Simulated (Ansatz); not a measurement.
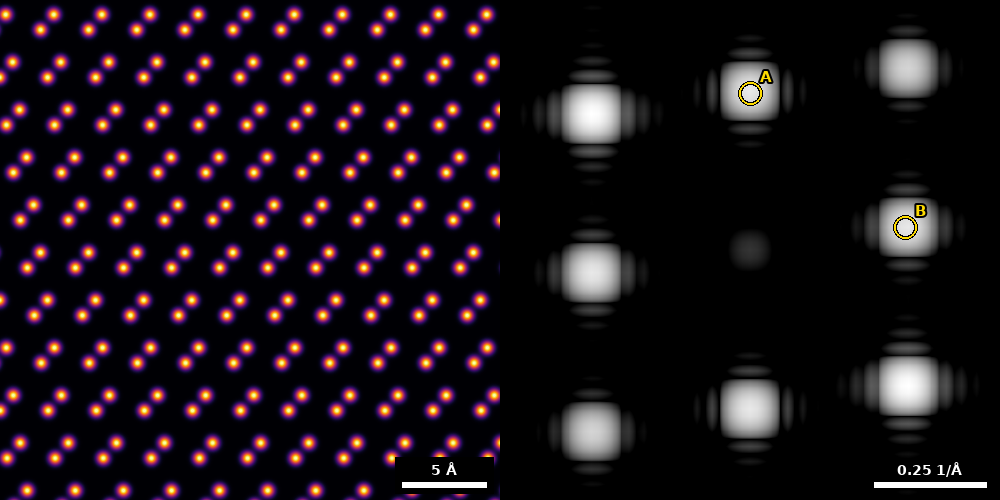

HAADF-like image of a crystal. Simulated incoherent Z contrast: every atom adds Z^1.6 spread by a probe of 0.60 Å full width; channelling and multiple scattering are left out.

The right panel is the modulus of the image's Fourier transform on a logarithmic scale.

> Which lattice spacings do the marked spots stand for, and what angle do A and B enclose?

A: 2.9 Å, B: 2.9 Å; A and B enclose about 82°.

The crystal is Mo (I4/mmm, No. 139) along [111]; the spots are (0 1 -1) and (1 0 -1). Structure used: coordinates from a relaxation with DFT PBEsol, scalar-relativistic, plane waves, PAW (Ansatz); the starting structure was generated, so it need not be a known form of this composition.
